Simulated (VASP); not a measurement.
# Two runs on C

System: C (2 atoms in the cell).
Method of the first run: Kohn-Sham DFT of a periodic cell, PBE, VASP PAW PBE potentials, recommended, no spin polarisation (VASP 6.6.1).

The structure derives from an entry of the Crystallography Open Database. 

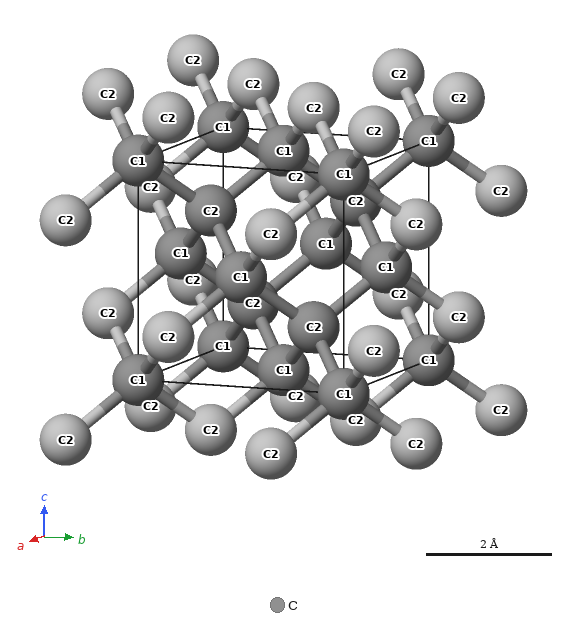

Figure 1. The structure (ball-and-stick view of the cell 4 times as large as that of the calculation, set on its symmetry axes, seen slightly off an axis; neighbours outside the cell are drawn fainter; atoms are numbered from 1 in the order of the input). An atom can appear more than once, as a periodic image.

**INCAR, the first run**
```
SYSTEM = C
  PREC = Accurate
  ENCUT = 520
  EDIFF = 1E-7
  ISMEAR = 0
  SIGMA = 0.02
  LREAL = .False.
  LASPH = .True.
  NELM = 80
  ALGO = Normal
  ISIF = 2
  LWAVE = .False.
  LCHARG = .False.
  GGA = PE
```

**KPOINTS, the first run**
```
Automatic mesh
0
Gamma
  10 10 10
  0 0 0
```

**POSCAR, the first run**
```
C                                       
1.0
    0.0000000000      1.7867157877      1.7867157877
    1.7867157877      0.0000000000      1.7867157877
    1.7867157877      1.7867157877      0.0000000000
  C             
     2
Direct
     0.0000000000000000    0.0000000000000000    0.0000000000000000
     0.2500000000000000    0.2500000000000000    0.2500000000000000
```

Launched with:
```bash
cat potpaw_PBE.64/C/POTCAR > POTCAR
mpirun -np 1 vasp_std > vasp.out
```

Hardware: 1 thread of Intel Xeon @ 2.90GHz (Ice Lake), 360 GiB of memory available, shared host.

**OSZICAR and lines of OUTCAR (the first run)**
```
N       E                     dE             d eps       ncg     rms          rms(c)
DAV:   1     0.929171126576E+00    0.92917E+00   -0.49135E+03   784   0.971E+02
DAV:   2    -0.186857129940E+02   -0.19615E+02   -0.18627E+02  1184   0.111E+02
DAV:   3    -0.188136007399E+02   -0.12789E+00   -0.12789E+00   808   0.119E+01
DAV:   4    -0.188137704597E+02   -0.16972E-03   -0.16972E-03  1112   0.466E-01
DAV:   5    -0.188137705085E+02   -0.48782E-07   -0.48767E-07   808   0.490E-03    0.552E+00
DAV:   6    -0.183429061662E+02    0.47086E+00   -0.36090E-01   784   0.480E+00    0.331E+00
DAV:   7    -0.181844465373E+02    0.15846E+00   -0.39900E-01   888   0.515E+00    0.756E-01
DAV:   8    -0.181857187190E+02   -0.12722E-02   -0.18071E-03   784   0.489E-01    0.467E-02
DAV:   9    -0.181857362404E+02   -0.17521E-04   -0.13247E-04  1080   0.102E-01    0.272E-02
DAV:  10    -0.181857488515E+02   -0.12611E-04   -0.13704E-05   768   0.432E-02    0.620E-03
DAV:  11    -0.181857486984E+02    0.15304E-06   -0.38618E-08  1056   0.215E-03    0.133E-03
DAV:  12    -0.181857486929E+02    0.55494E-08   -0.10464E-08   384   0.131E-03
   1 F= -.18185749E+02 E0= -.18185749E+02  d E =-.391385E-39
[... from OUTCAR:]
  free energy    TOTEN  =       -18.18574869 eV
  energy without entropy =      -18.18574869  energy(sigma->0) =      -18.18574869
 E-fermi :   9.8282     XC(G=0): -13.2227     alpha+bet :-17.5712
  free  energy   TOTEN  =       -18.1857486929 eV
  energy  without entropy=      -18.1857486929  energy(sigma->0) =      -18.18574869
```

For the second run the input was changed thus:
```diff
-    0.0000000000      1.7867157877      1.7867157877
-    1.7867157877      0.0000000000      1.7867157877
-    1.7867157877      1.7867157877      0.0000000000
+    0.0000000000      1.8217583272      1.8217583272
+    1.8217583272      0.0000000000      1.8217583272
+    1.8217583272      1.8217583272      0.0000000000
```

Predict how the results change.

With the same functional and potentials, the second run lies 24.9 meV per atom higher. The gap on the mesh goes from 4.16 to 4.03 eV. The pressure goes from −0.01 to −22.72 GPa. The volume per atom goes from 5.70 to 6.05 Å³. The cell is scaled evenly with the atoms at fixed fractional positions, so −ΔP/Δ ln V estimates the bulk modulus midway between the two volumes: about 390 GPa. The number of SCF iterations is the same. The plane waves at Γ go from 331.0 to 332.0.

**OSZICAR and lines of OUTCAR (the second run)**
```
N       E                     dE             d eps       ncg     rms          rms(c)
DAV:   1     0.588262893778E+00    0.58826E+00   -0.49358E+03   760   0.985E+02
DAV:   2    -0.185192762746E+02   -0.19108E+02   -0.17534E+02  1176   0.109E+02
DAV:   3    -0.186573229102E+02   -0.13805E+00   -0.13805E+00   816   0.125E+01
DAV:   4    -0.186575277272E+02   -0.20482E-03   -0.20482E-03  1056   0.524E-01
DAV:   5    -0.186575278142E+02   -0.86990E-07   -0.86989E-07   792   0.737E-03    0.511E+00
DAV:   6    -0.182663861046E+02    0.39114E+00   -0.30183E-01   784   0.432E+00    0.307E+00
DAV:   7    -0.181346338072E+02    0.13175E+00   -0.33877E-01   904   0.468E+00    0.666E-01
DAV:   8    -0.181358345927E+02   -0.12008E-02   -0.18123E-03   808   0.477E-01    0.443E-02
DAV:   9    -0.181358596761E+02   -0.25083E-04   -0.12927E-04  1088   0.100E-01    0.268E-02
DAV:  10    -0.181358727432E+02   -0.13067E-04   -0.15066E-05   760   0.443E-02    0.556E-03
DAV:  11    -0.181358726016E+02    0.14157E-06   -0.42972E-08  1040   0.217E-03    0.142E-03
DAV:  12    -0.181358726008E+02    0.77335E-09   -0.12816E-08   392   0.139E-03
   1 F= -.18135873E+02 E0= -.18135873E+02  d E =-.506506E-30
[... from OUTCAR:]
  free energy    TOTEN  =       -18.13587260 eV
  energy without entropy =      -18.13587260  energy(sigma->0) =      -18.13587260
 E-fermi :   8.9816     XC(G=0): -12.9323     alpha+bet :-16.5766
  free  energy   TOTEN  =       -18.1358726008 eV
  energy  without entropy=      -18.1358726008  energy(sigma->0) =      -18.13587260
```

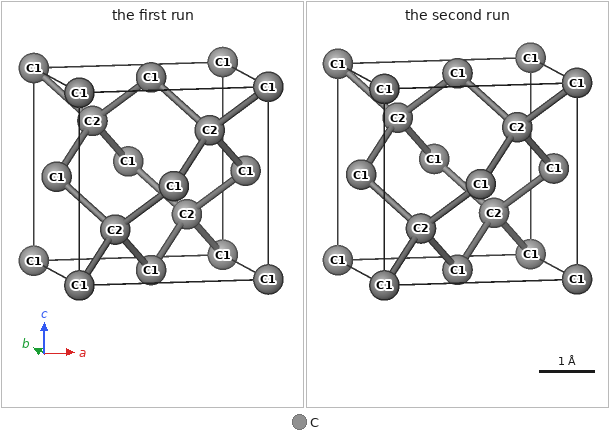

Figure 2. The two input geometries at one scale (ball-and-stick view of the cell 4 times as large as that of the calculation, set on its symmetry axes, seen slightly off an axis). No atom moves by more than 0.005 Å relative to the cell. Cell: a = b = c 3.573 → 3.644 Å (+2.0 %). Volume +6.0 %. Among the contacts that change: C1–C2 1.547 → 1.578 Å.

**The two runs side by side**

| quantity | the first run | the second run |
| --- | --- | --- |
| outcome | converged | converged |
| free energy per atom (eV) | −9.0929 | −9.0679 |
| gap on the mesh (eV) | 4.16 | 4.03 |
| pressure (GPa) | −0.01 | −22.72 |
| volume per atom (Å³) | 5.70 | 6.05 |
| largest force (eV/Å) | 0.000 | 0.000 |
| SCF iterations | 12 | 12 |
| irreducible k-points | 47 | 47 |
| plane waves at Γ | 331 | 332 |

For the second run: The cell is under a tension of 23 GPa at this level, so it is not at its equilibrium volume.
